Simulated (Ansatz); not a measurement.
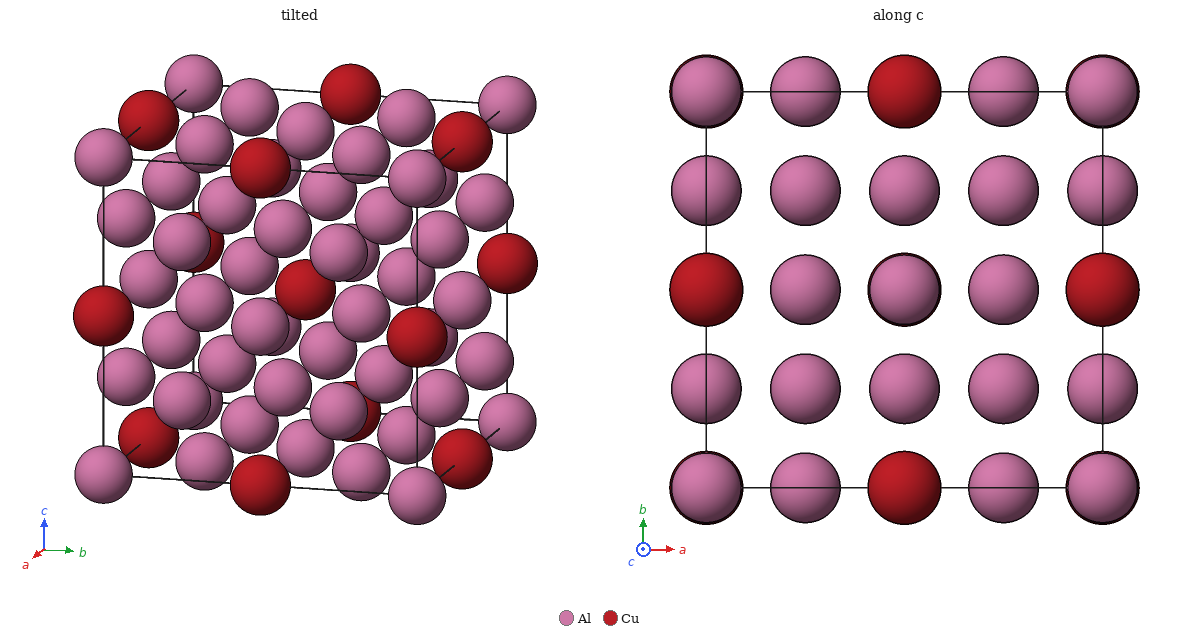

The crystal in a spheres-only representation, seen slightly off an axis and along the c axis. The edges of the conventional unit cell are marked. Cell: a = 7.96 Å, b = 7.96 Å, c = 7.96 Å, α = 90.00°, β = 90.00°, γ = 90.00°.

Its origin is a structure type filled with these elements by a generator (whether the compound takes this form wasn't checked). Earlier steps of the study may have refined or changed the cell and positions. It went into a calculation with Ansatz.

Question: Describe the arrangement of the atoms.

Answer: Formula: Al$_{7}$Cu. The symmetry is that of Fm-3m (No. 225), on a face-centred cubic lattice. It has 32 atoms to the cell (28 Al, 4 Cu). Each Cu has twelve Al in a cuboctahedral arrangement at about 2.8 Å. Al takes two kinds of site: 24d with ten Al and two Cu in a cuboctahedral arrangement (about 2.8 Å to Al, 2.8 Å to Cu); 4a with twelve Al in a cuboctahedral arrangement at about 2.8 Å.

Computational set-up: Ansatz, DFT r2SCAN, scalar-relativistic, plane waves, PAW, 500 eV cutoff, k-points about 0.17 Å⁻¹ apart, Gaussian smearing of 0.1 eV, no spin polarisation.

Question: Classify it as metallic or gapped, with the value.

Answer: A metal: bands cross the Fermi level.

Question: What net charge does each kind of atom have (Bader)?

Answer: Al 0.00 to +0.13 e; Cu -0.78 e.

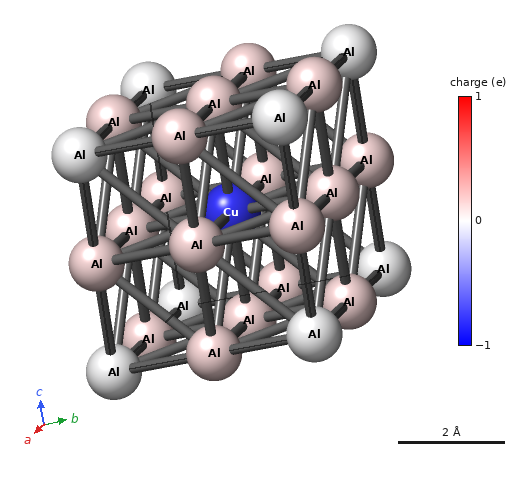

The atoms coloured by those charges. The run's cell of 8 atoms is drawn, so axes and origin can differ from the first picture.

Question: Is the structure in equilibrium?

Answer: No. All forces vanish to within 0.01 eV/Å. The pressure is -2.9 GPa, so the cell would contract.
